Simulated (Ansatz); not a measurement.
A periodic structure is given below.

```
Si
1.0
     5.47009    0.00000    0.00000
     0.00000    5.47009    0.00000
     0.00000    0.00000    5.47009
Si
8
Direct
  0.75000 0.25000 0.75000
  0.50000 0.00000 0.50000
  0.75000 0.75000 0.25000
  0.50000 0.50000 0.00000
  0.25000 0.25000 0.25000
  0.00000 0.00000 0.00000
  0.25000 0.75000 0.75000
  0.00000 0.50000 0.50000
```

Q: Interpret the file: composition, symmetry and coordination.

A: The element is silicon. The atoms follow space group Fd-3m (No. 227); the Bravais lattice is face-centred cubic. The structure is of the kind named diamond. The cell holds eight atoms. The coordination shell of Si holds four Si in a tetrahedral arrangement at 2.37 Å. The bonds build a three-dimensional framework.

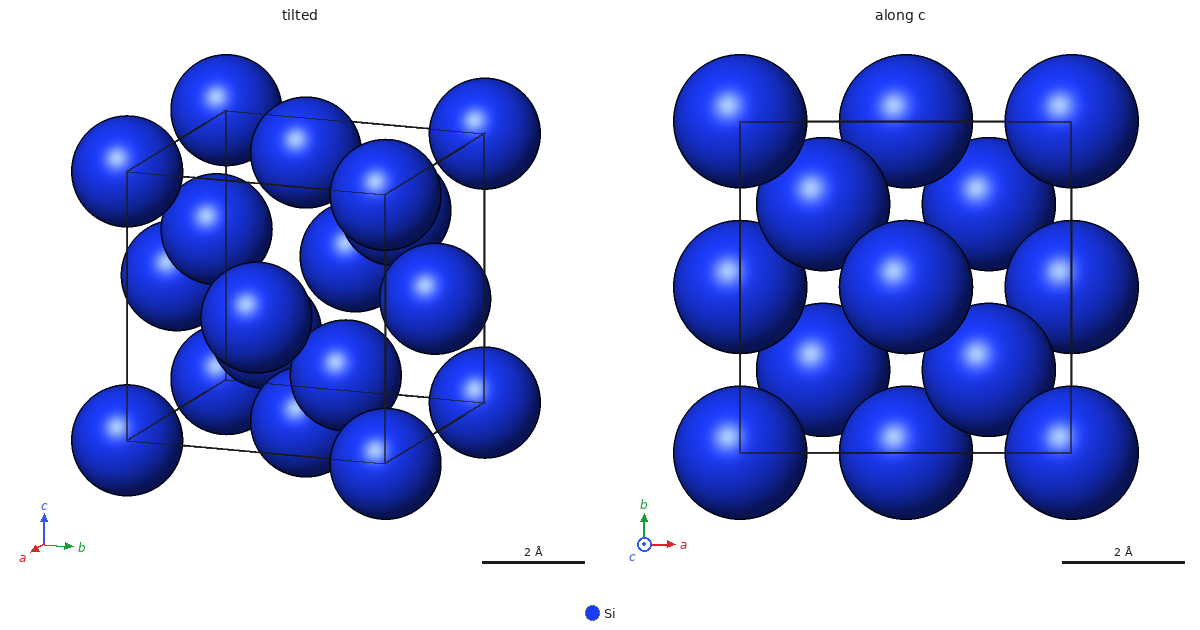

A space-filling rendering, viewed slightly off an axis and along the c axis. One conventional unit cell is outlined, and atoms on its boundary appear in each equivalent place.

Its origin is a structure listed in the Materials Project. Earlier steps of the study, as a rule a relaxation of our own, may have changed the cell and positions, so they can lie some per cent off the listed ones. It was run through Ansatz as a DFT input.
